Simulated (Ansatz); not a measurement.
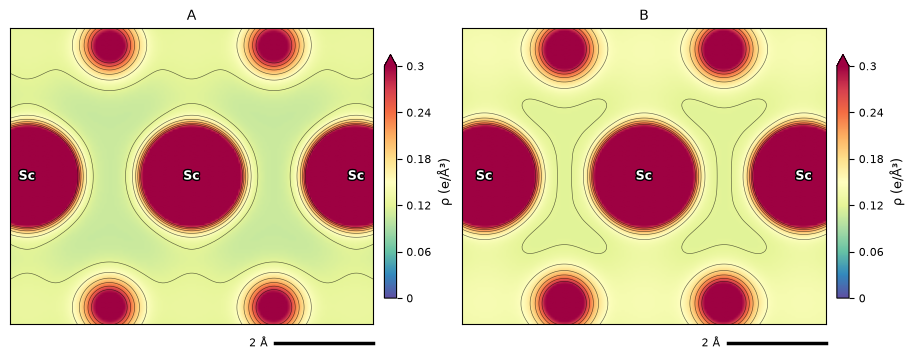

Sc. The valence electron density of two cells that differ in size, on the (100) plane of each (indices in the axes of the calculation cell), at one length scale and on one colour scale: A has 26.1 Å³ an atom and B 23.9.

Space group P6₃/mmc.

Level of theory: Ansatz 0.2.0, DFT PBE, scalar-relativistic, plane waves, PAW.

Core electrons are frozen (PAW), and the valence fields are smoothed inside the atomic spheres.

The larger cell:

```
CELL_PARAMETERS angstrom
3.35843 0.00000 0.00000
-1.67921 2.90849 0.00000
0.00000 0.00000 5.34702
ATOMIC_POSITIONS crystal
Sc 0.33333 0.66667 0.25000
Sc 0.66667 0.33333 0.75000
```

The smaller cell: a = 3.259 Å, b = 3.259 Å, c = 5.189 Å, α = 90.00°, β = 90.00°, γ = 120.00°.

What changes from the larger cell to the smaller?

Answer. From the larger cell to the smaller, Sc–Sc goes from 3.36 to 3.26 Å, and the density at its midpoint from 0.11 to 0.12 e/Å³; the pressure goes from −2.8 to 1.9 GPa.
